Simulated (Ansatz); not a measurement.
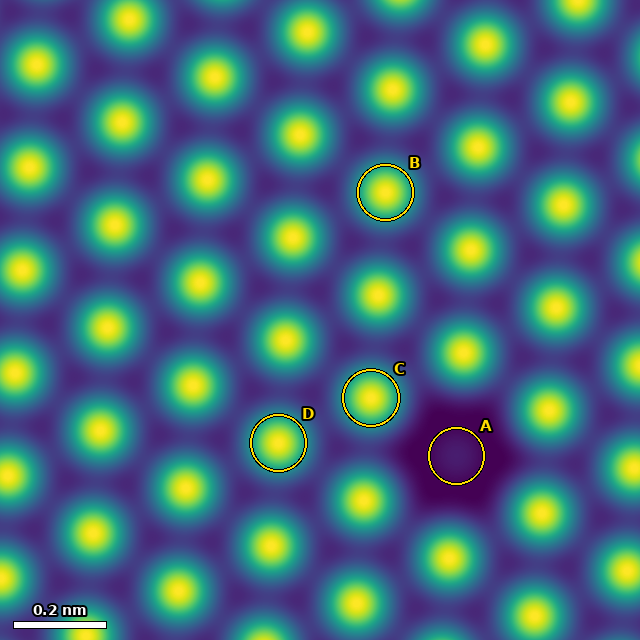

Dark-field STEM-like image of Ta (Pm-3m, No. 221) along [111]. The image is simulated as a sum over atoms of Z^1.6, blurred by a 1.30 Å probe (no channelling).

The sample is 1 repeat (4.8 Å) thick. One point defect was put into the perfect crystal, without relaxing the atoms around it. Brightness is counted from the darkest point of the image. Host structure: the geometry given to an electronic-structure calculation, possibly off equilibrium; the starting structure was generated, so it need not be a known form of this composition.

Which ringed column holds the defect, and does it scatter more or less than its equals?

Answer. A; it scatters less. The column holds 1 atom (Ta) through the sample, and one Ta atom is replaced by V, so its peak vanishes.
